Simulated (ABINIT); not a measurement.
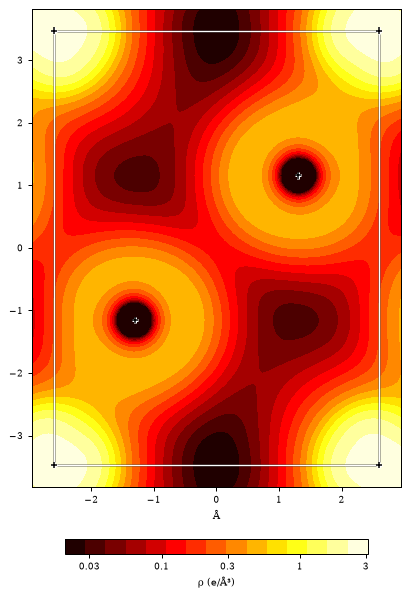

The valence charge density (pseudo) on a plane through atoms (crosses mark nuclei in the plane).

Level of theory: Kohn-Sham DFT of a periodic cell, LDA, JTH PAW LDA v2.0 (ABINIT 10.8.3).

Candidates:
A. Te$_{2}$Pt, a = 4.01 Å, b = 4.01 Å, c = 5.20 Å, α = 90.00°, β = 90.00°, γ = 120.00°. Space group P-3m1; not relaxed (largest force 0.5 eV/Å); computed pressure about 4 GPa in this cell.
B. Ir, a = 3.83 Å, b = 3.83 Å, c = 3.83 Å, α = 90.00°, β = 90.00°, γ = 90.00°. Space group Fm-3m; computed pressure about −7 GPa in this cell.
C. TiB$_{2}$, a = 3.03 Å, b = 3.03 Å, c = 3.23 Å, α = 90.00°, β = 90.00°, γ = 120.00°. Space group P6/mmm; computed pressure about −10 GPa in this cell.

Q: Which candidate gave the map?

A: Candidate A: Te$_{2}$Pt on the (110) plane of the conventional cell, which holds Pt and Te. Te–Pt (2.66 Å): ρ is about 0.5 e/Å³ halfway.
